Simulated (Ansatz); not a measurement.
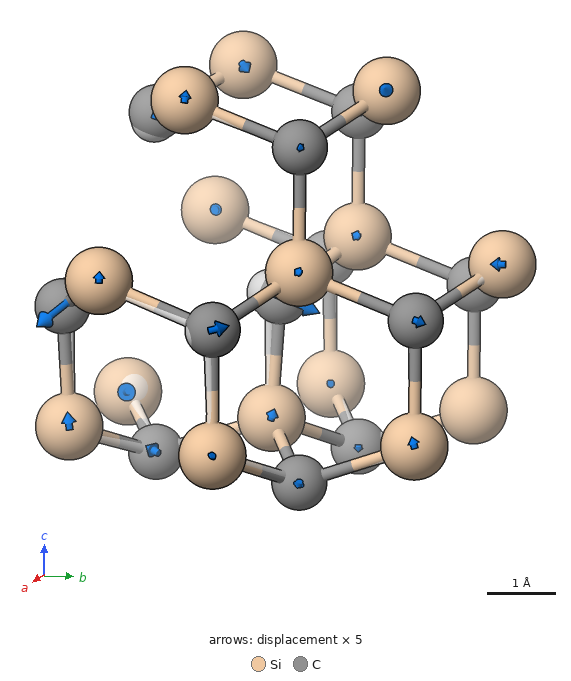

A relaxation of a defect cell of composition Si47C47. The starting structure is drawn faded, the final one solid; blue arrows show the displacements, 5 times their true length.

A ball-and-stick model of the atoms within 4.2 Å of the atom that moves most (axes of the cell of the calculation (origin shifted)), seen slightly off an axis.

Method: Ansatz, DFT, PBEsol, PAW, plane waves. Settings: plane-wave cutoff 420 eV; k-point mesh 1 × 1 × 1; mesh shifted by (0.25, 0.25, 0.25); collinear spin; atoms relaxed in a fixed cell; force threshold 0.03 eV/Å; at most 80 steps.

Q: Atoms of which element are displaced furthest, and by how much?

A: Carbon: up to 0.17 Å, against 0.08 Å for silicon.

Q: What did the optimiser do to the structure, and how much energy did it gain?

A: Over 3 geometry steps the energy falls by 1.832 eV per cell of the calculation. The largest force component goes from 2 to 0.029 eV/Å. A C atom moves most: 0.17 Å along [0 3 −1]. By element the largest moves are C 0.17 Å, Si 0.08 Å. The cell stays as it was. Among the contacts that change: C–Si 1.944 → 1.834 Å, C–Si 1.921 → 1.836 Å, C–Si 1.962 → 1.888 Å, C–Si 1.823 → 1.892 Å. Among the angles between lasting bonds that change: C–Si–C 111.3° → 105.2°, C–Si–C 111.1° → 105.8°, Si–C–Si 108.7° → 113.7°. Cost: 7.3 s on 1 × NVIDIA GB300 Max-Q with 8 threads of Arm Neoverse-V2, peak memory 1.9 GiB.
